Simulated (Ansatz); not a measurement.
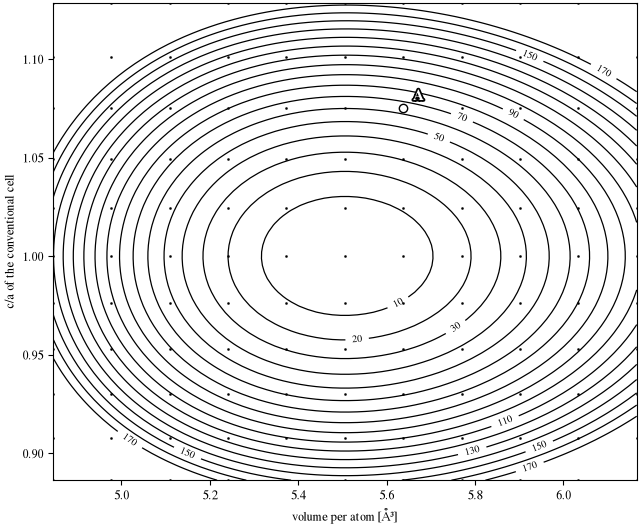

C (Fd-3m, No. 227; 2 atoms in the cell). 
- The energy is mapped over volume and the cell's shape.
- First axis: volume per atom. Second axis: c/a of the conventional cell.
- Nothing is relaxed (symmetry fixes all fractional coordinates).
- The grid has 11 × 11 points.
- Points are written as (first, second).
- Energies are in meV/atom, from the lowest grid point.
- Method: Ansatz 0.2.0, DFT LDA, scalar-relativistic, plane waves, PAW. Settings: cutoff 520 eV, k-mesh 12×12×12, gaussian smearing 0.05 eV, no spin polarisation.

Drawn: contour lines labelled in meV/atom (none above 170), dots at the grid points, the point A. Between grid points the surface is interpolated.

Question: Is A at rest? If not, where is it pushed?

Answer: A, at (5.638 Å³, 1.075), is not a stationary point. The computed force is 66 meV/atom for each Å³ towards smaller values of volume per atom and 1600 meV/atom for each unit towards smaller values of c/a of the conventional cell.

PAW datasets: the set soft_1.
